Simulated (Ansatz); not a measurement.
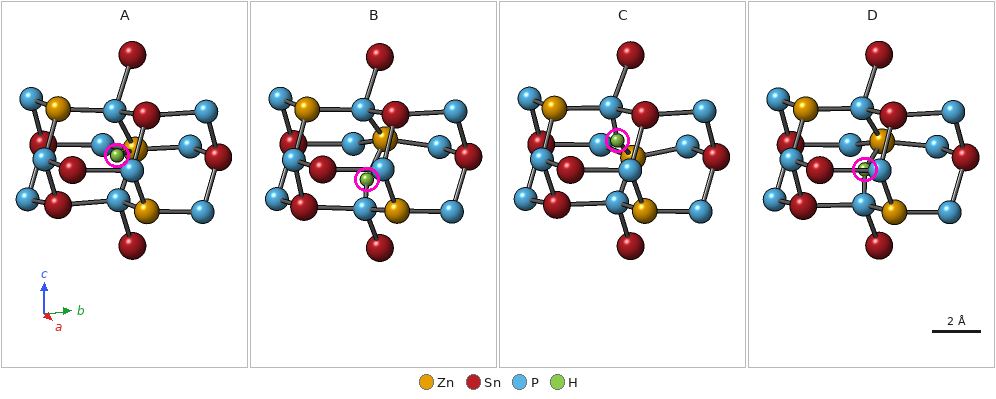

4 geometries from a converged minimum-energy path of a defect cell of composition Zn4Sn4P8H (cell charge +1) (17 atoms in the cell), shuffled. The picture is a ball-and-stick view of the atoms within 4.7 Å of the middle of the path, seen slightly off an axis. The moving atom is ringed, with any periodic copies. Bonds to atoms that aren't drawn are left out.

Level of theory: Ansatz 0.2.0, DFT PBE, scalar-relativistic, plane waves, PAW. Run with plane-wave cutoff 420 eV; k-point mesh 2 × 2 × 2; Gaussian smearing 0.02 eV; 3 movable images; climbing image.

Question: Which frame is the top of the path?

Answer: A. In order along the path, whose images run from 0 to 4: B (image 0, 0.00 eV), D (image 1, +0.18 eV), A (image 2, +0.79 eV), C (image 3, +0.18 eV). The H atom travels furthest, 2.29 Å from end to end, roughly along [1 1 3], on a path that bends up to 0.60 Å away from the straight line. At the highest image its nearest neighbour (Zn) is 1.77 Å away, against 1.43 Å at the start, and the surrounding atoms stand up to 0.23 Å off the mean of their end positions. Breaking: H–P (1.43 → 3.12 Å). Forming: H–P (3.12 → 1.43 Å).

Limits of the set-up: the periodic images lie only 7.0 Å apart, so the values are limited by the cell's size; the cell is charged, on a uniform background, and energies carry no finite-size correction.

The run took 68 s on 4 threads of INTEL(R) XEON(R) PLATINUM 8581C CPU @ 2.30GHz (Emerald Rapids), on a shared host, peak memory 1.5 GiB.
